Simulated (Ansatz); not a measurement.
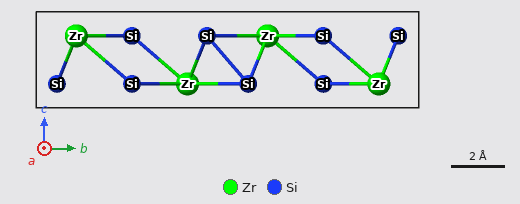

This is the input geometry for a relaxation of a crystal of ZrSi2 (set up in Cmcm). A ball-and-stick model of the conventional cell (2 times the calculation's cell), seen along the a axis. Lengths and directions refer to the drawn axes.

Level of theory: Ansatz 0.2.0, DFT PBEsol, scalar-relativistic, plane waves, PAW.

(plane-wave cutoff 420 eV; k-point mesh 10 × 10 × 10; occupations gaussian; smearing width 0.15 eV; no spin polarisation)

```xyz
6
Lattice="1.8371 -7.2829 0.0000 1.8371 7.2829 0.0000 0.0000 0.0000 3.6568" Properties=species:S:1:pos:R:3 pbc="T T T"
Zr    1.8371   -5.7576    2.7426
Zr    1.8371    5.7576    0.9142
Si    1.8371   -0.7860    2.7426
Si    1.8371    0.7860    0.9142
Si    1.8371    3.6381    2.7426
Si    1.8371   -3.6381    0.9142
```

Q: Where does the relaxation end?

A: The largest moves relative to the cell, 0.89 Å, are those of Si3 and Si4. Si3 goes in a general direction near [3 0 −1]. Largest moves by element: Si 0.89 Å, Zr 0.57 Å. The drawn cell changes as follows: a 3.674 → 3.577 Å (−2.6 %), b 14.566 → 17.124 Å (+17.6 %), c 3.657 → 3.142 Å (−14.1 %), α 90.0° → 85.8°, β 90.0° → 98.3°, γ 90.0° → 95.8°; the volume changes by −3.3 %. Near-neighbour distances that change, for instance: Si3–Si4 4.395 → 2.586 Å, Si3–Si4 (another image) 4.395 → 2.786 Å, Zr1–Si3 2.952 → 4.317 Å, Si3–Si4 (another image) 2.411 → 3.086 Å. Among the angles between lasting bonds that change: Zr2–Si3–Si4 70.4° → 118.1°, Zr1–Si3–Zr2 77.9° → 124.1°, Zr2–Si3–Si4 133.9° → 90.5°. The space group (tolerance 0.01 Å) goes from Cmcm (No. 63) to P-1 (No. 2).

After the run, drawn alike:

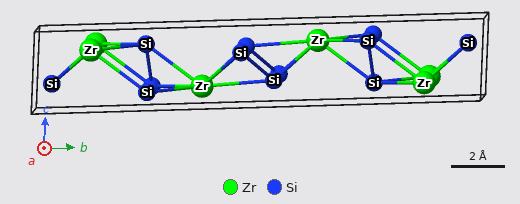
